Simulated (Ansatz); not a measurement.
## Run report: Ta2N, single-point calculation

The run: single-point calculation of Ta2N (P3m1, 3 atoms in the cell). Method and program: DFT, PBE, plane waves, PAW, no spin polarisation (Ansatz 0.2.0).

The structure derives from a Materials Project entry. Some settings of this run were made unusual or wrong on purpose. Figures and captions count atoms from 1; the log counts them from 0 in places.

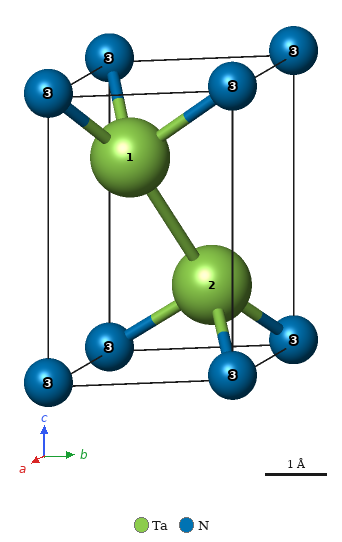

Figure 1. The structure (ball-and-stick view of the cell of the calculation, seen slightly off an axis; atoms are numbered from 1 in the order of the input). An atom can appear more than once, as a periodic image. Near neighbours in the periodic cell (some may lie outside the picture): Ta has 3 N at 2.14 to 2.23 Å and 12 Ta at 2.99 to 3.10 Å; N has 6 Ta at 2.14 to 2.23 Å.

Input file:
```yaml
crystal:
  lattice:
    - [3.1011400556, 0.0, 0.0]
    - [-1.5505700278, 2.6856660688, 0.0]
    - [0.0, 0.0, 4.8818900623]
  atoms:
    - { symbol: Ta, position: [0.6666666667, 0.3333333333, 0.7443104185] }
    - { symbol: Ta, position: [0.3333333333, 0.6666666667, 0.2545003541] }
    - { symbol: "N", position: [0.0, 0.0, 0.0153629023] }
basis:
  ecutwfc: 420
kpoints:
  mp_grid: { grid: [18, 18, 10] }
hamiltonian:
  xc: pbe
scf:
  occupations: { method: gaussian, width: 0.15 }
  convergence: { dr2_threshold: 1.0e-14 }
  max_iter: 80
output:
  forces: true
  eigenvalues: true
  stress: true
```

Command:
```bash
ansatz run input.yaml --threads 2 --pin off --max-ram 5120MiB --backend cpu --events-out ev --progress --plain --runs-dir out
```

Log:
```
Engine: ansatz 0.2.0, x86_64-unknown-linux-gnu
Pseudopotentials: kind: paw
Pseudopotential: Ta, paw, valence charge 13, recommended cutoff 420 eV (normal), Ta.paw.azcp
Pseudopotential: N, paw, valence charge 5, recommended cutoff 420 eV (normal), N.paw.azcp
Functional definition: PBE
  parameter kappa = 0.804
  parameter beta = 0.06672455060314922
  exchange = pbe_x(kappa = kappa, mu = beta*pi^2/3)
  correlation = pbe_c(beta = beta)
Crystal: 3 atoms, lattice volume = 40.659 Å³
Basis set: ecut = 420 eV, 773 PW (Γ), exchange–correlation on 48×48×72 points (8 copies of the dense FFT grid, shifted against one another)
Bands: 20, of which v1, the nominal top of the filled ones, is band 16 counted from 1 (15 counted from 0)
Symmetry: 6 space group operations
Space group: P3m1 (ITA 156), of the structure as read, at distance tolerance 3.4e-5 Å
k-points: 330 of 3240 (time reversal used)
Non-local potential: Ta, projectors of the file, l = 0: 3, l = 1: 2, l = 2: 2, l = 3: 1
Non-local potential: N, projectors of the file, l = 0: 2, l = 1: 2, l = 2: 1
PAW form: soft (Blöchl's): semilocal exchange-correlation on the pseudo side does not see the compensation charge
PAW one-centre angular grid: Ta, 590 points (default); XC on 64 Gauss nodes
PAW one-centre angular grid: N, 110 points (default); XC on 64 Gauss nodes
Initial density: superposition of atomic densities (neutral atoms: chi_scale 0, normalization atom), corrected by the library's trained network
Initial wavefunctions: pseudopotential atomic-orbital guess
Functional: x = pbe(κ = 0.804, μ = 0.2195149727645171), c = pbe(β = 0.06672455060314922)
SCF iter   1: F=—  HF=-20250.878521 eV  |F-HF|=—  |Δ(HF+E_count)|=         —  Δρ=5.27e-3  dr2=1.20e-2  ethr=1.77e-3  ⟨swp⟩=5.0  Hψ=28973  notcnv=0
preconditioner: auto → Kerker (q_TF=auto, 2.608 Å⁻¹)  [metal: Δε(μ)=0.002 eV  Ē_g=8.367 eV  σ=0.150 eV  W_gap=0.01  n_scr=10 (ndim 8)  ℏωp=22.6 eV  f_vac=0.000  D(μ)=1.27/eV (n_scr^D=8)]
SCF iter   2: F=—  HF=-20250.876984 eV  |F-HF|=—  |Δ(HF+E_count)|=   1.54e-3  Δρ=3.28e-3  dr2=4.87e-3  ethr=3.88e-5  ⟨swp⟩=1.0  Hψ=9240  notcnv=0
SCF iter   3: F=—  HF=-20250.876239 eV  |F-HF|=—  |Δ(HF+E_count)|=   7.45e-4  Δρ=7.19e-4  dr2=3.90e-4  ethr=1.57e-5  ⟨swp⟩=2.0  Hψ=7741  notcnv=0
SCF iter   4: F=—  HF=-20250.876162 eV  |F-HF|=—  |Δ(HF+E_count)|=   7.68e-5  Δρ=2.67e-4  dr2=2.23e-5  ethr=1.26e-6  ⟨swp⟩=2.0  Hψ=8906  notcnv=0
SCF iter   5: F=—  HF=-20250.876147 eV  |F-HF|=—  |Δ(HF+E_count)|=   1.56e-5  Δρ=6.73e-5  dr2=3.10e-6  ethr=7.21e-8  ⟨swp⟩=2.0  Hψ=9020  notcnv=0
SCF iter   6: F=—  HF=-20250.876147 eV  |F-HF|=—  |Δ(HF+E_count)|=   1.81e-7  Δρ=2.14e-5  dr2=1.86e-7  ethr=1.00e-8  ⟨swp⟩=2.0  Hψ=8442  notcnv=0
SCF iter   7: F=—  HF=-20250.876147 eV  |F-HF|=—  |Δ(HF+E_count)|=   1.19e-8  Δρ=5.05e-6  dr2=1.37e-8  ethr=5.99e-10  ⟨swp⟩=2.0  Hψ=8281  notcnv=0
SCF iter   8: F=—  HF=-20250.876147 eV  |F-HF|=—  |Δ(HF+E_count)|=   1.69e-9  Δρ=1.21e-6  dr2=5.95e-10  ethr=4.42e-11  ⟨swp⟩=2.0  Hψ=8470  notcnv=0
SCF iter   9: F=—  HF=-20250.876147 eV  |F-HF|=—  |Δ(HF+E_count)|=  1.16e-10  Δρ=2.48e-7  dr2=2.09e-11  ethr=1.92e-12  ⟨swp⟩=2.0  Hψ=8566  notcnv=0
SCF iter  10: F=—  HF=-20250.876147 eV  |F-HF|=—  |Δ(HF+E_count)|=  1.46e-11  Δρ=3.54e-8  dr2=3.75e-13  ethr=6.73e-14 (applied; sched 1.00e-12)  ⟨swp⟩=2.8  Hψ=11358  notcnv=0  defer=9
SCF iter  11: F=—  HF=-20250.876147 eV  |F-HF|=—  |Δ(HF+E_count)|=    0.00e0  Δρ=5.95e-9  dr2=1.19e-14  ethr=1.21e-15 (applied; sched 1.00e-12)  ⟨swp⟩=2.6  Hψ=10701  notcnv=0  defer=74
SCF iter  12: F=-20250.876147 eV  HF=-20250.876147 eV  |F-HF|=1.09e-11  |Δ(HF+E_count)|=  7.28e-12  Δρ=1.57e-9  dr2=8.90e-16  ethr=1.00e-12  ⟨swp⟩=4.4  Hψ=18269  notcnv=0
SCF 1 converged in 12 iterations: F = -20250.876147 eV  dr2 = 8.90e-16
  greatest PAW one-centre occupation: 0.999 electrons in one spin orbital (limit 2), on the Ta atom at site 1 (counted from 0), in its partial waves of l = 0
```

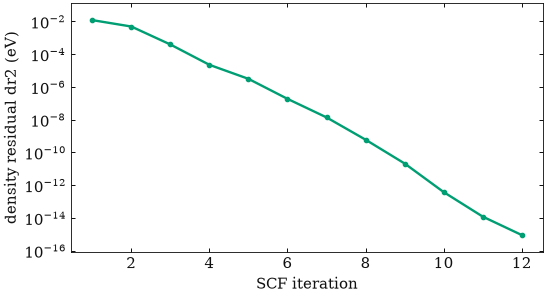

Figure 2. Convergence of the self-consistent field: density residual dr2 against the SCF iteration. The residual falls at every step.

```
SCF converged after 12 iterations
Free energy (F): -20250.876147 eV
Harris-Foulkes:  -20250.876147 eV  (|F-HF|=1.09e-11)
Internal energy: -20250.861957 eV  (E = F + TS)
E sigma→0 (E₀):  -20250.869052 eV
Entropy (-TS):   -0.014190 eV (-4.730 meV/atom)
Fermi energy:    19.691582 eV
--- Per-component energies (eV) ---
  E_band       = -177.063395
  E_kinetic    = 864.610998
  E_local      = -1243.357942  (includes V_loc(G=0)·N_el)
  E_nonlocal   = 73.623563
  E_hartree    = 429.793862
  E_xc         = -498.187603
  E_vxc        = -486.112470  (∫ρ·V_xc dr)
  E_paw        = -16920.639968  (= ΣΔE_a)
  E_vpaw       = -245.415663  (= ΣTr[D̂ρ^β])
  E_aug_tail   = 0.000397  (compensation charges beyond the density's cutoff)
  E_ewald      = -2956.705264
  E_smearing   = -0.014190  (= −TS)
  E_closure    = -0.000000  (closes the sum)
  Σ components = -20250.876147   (vs F -20250.876147, Δ=0.00e0)
--- Forces (eV/Å), atoms counted from 1 ---
  atom   1  Ta     0.00000000    -0.00000000     0.56061259
  atom   2  Ta     0.00000000     0.00000000     0.59070446
  atom   3  N     -0.00000000    -0.00000000    -1.15131707
  max |Σ_I F_I| component: 1.75e-8 eV/Å
--- Stress (GPa, compression-positive) ---
        0.748440       0.000000      -0.000000
        0.000000       0.748440      -0.000000
       -0.000000      -0.000000       0.198279
  P = ⅓ Tr σ = 0.5651 GPa (5.651 kbar)
--- Band table (eV; the first three rows and the last of 330) ---
  k-point 0: bands = ["-48.8907", "-48.8100", "-15.9362", "-15.2019", "-15.2019", "-15.0770", "-15.0770", "-14.9722", "2.2552", "11.2747", "13.6429", "13.6429", "14.7120", "18.8507", "19.4818", "19.4818", "20.0323", "20.0323", "20.1437", "20.8839"]
  k-point 1: bands = ["-48.8890", "-48.8118", "-15.9144", "-15.1991", "-15.1991", "-15.0799", "-15.0799", "-14.9976", "2.2757", "11.2064", "13.6253", "13.6253", "14.8421", "18.6740", "19.3645", "19.3645", "20.1080", "20.1080", "20.3354", "21.0907"]
  k-point 2: bands = ["-48.8839", "-48.8169", "-15.8506", "-15.1909", "-15.1909", "-15.0882", "-15.0882", "-15.0706", "2.3301", "11.0390", "13.5807", "13.5807", "15.1963", "18.3128", "19.0993", "19.0993", "20.4223", "20.4223", "20.7185", "21.5096"]
  k-point 329: bands = ["-48.8215", "-48.7953", "-15.7468", "-15.7139", "-15.6279", "-15.5512", "-15.1503", "-15.1246", "3.1960", "11.9439", "12.1435", "13.3086", "17.2274", "17.7184", "17.8272", "20.2503", "20.3374", "20.6881", "23.6906", "23.7254"]
```

What the run reported:

| quantity | value |
| --- | --- |
| outcome | converged |
| space group (tolerance 0.01 Å) | P3m1 (156) |
| electrons treated | 31 |
| free energy | −20250.8761 eV |
| Fermi energy | 19.692 eV |
| gap on the k-point mesh | none (metallic) |
| pressure | 0.57 GPa |
| largest force (length of the vector) | 1.151 eV/Å |
| hardware | 2 threads of Intel Xeon @ 2.90GHz (Ice Lake), 192 GiB of memory available, shared host |
| wall time | 13 s (CPU time 24 s) |
| peak memory | 0.55 GiB |

A setting was made wrong on purpose: an extremely tight threshold (`scf.convergence.dr2_threshold`). The threshold was met all the same, at the cost of more iterations.
